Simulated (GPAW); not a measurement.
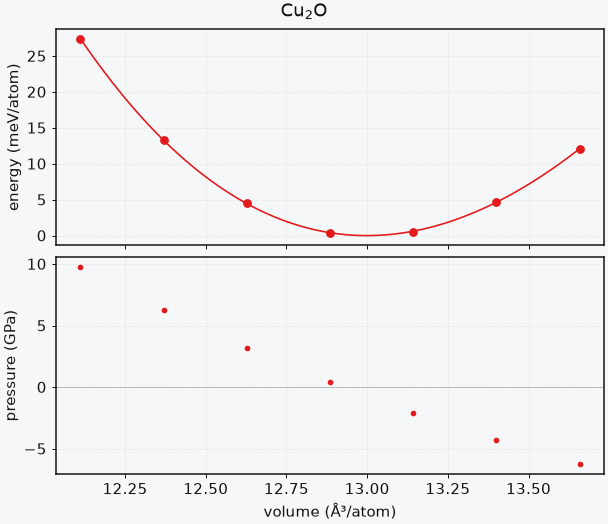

Caption: Energy and pressure against volume for Cu₂O, space group Pn-3m (No. 224).

The printed pressures vanish at a volume slightly off the minimum of the energy fit, as a finite basis (Pulay stress) and smearing make them.

A third-order Birch–Murnaghan fit gives V0 = 13.00 Å³/atom, B0 = 127 GPa and B′ = 4.6. The energy is 27.38 meV/atom at volume 12.11 Å³/atom and 12.06 meV/atom at 13.66 Å³/atom; the lowest computed point is at volume 12.88 Å³/atom (0.38 meV/atom). The pressure falls from 9.74 GPa at volume 12.11 Å³/atom to −6.25 GPa at 13.66 Å³/atom, and changes sign near 12.93 Å³/atom.

Computed with GPAW 26.7.0: PAW DFT in plane waves, on a grid or in atomic orbitals, no spin polarisation; energies at scaled volumes of the given cell, shape and fractions fixed, counted from the fit's minimum, third-order Birch-Murnaghan fit. Level: r2SCAN.

k mesh 5×5×5; occupations Fermi–Dirac; smearing width 0.05 eV; potentials GPAW PAW data sets (gpaw data 1.2.1); wave cutoff 800 eV; program settings basis pw.

Structure:
```yaml
crystal:
  lattice:
    - [4.26000, 0.00000, 0.00000]
    - [0.00000, 4.26000, 0.00000]
    - [0.00000, 0.00000, 4.26000]
  atoms:
    - { symbol: Cu, position: [0.75000, 0.25000, 0.75000] }
    - { symbol: Cu, position: [0.75000, 0.75000, 0.25000] }
    - { symbol: Cu, position: [0.25000, 0.75000, 0.75000] }
    - { symbol: Cu, position: [0.25000, 0.25000, 0.25000] }
    - { symbol: O, position: [0.50000, 0.50000, 0.50000] }
    - { symbol: O, position: [0.00000, 0.00000, 0.00000] }
```

Limits of the calculation: the fit and the printed pressures don't fully agree.
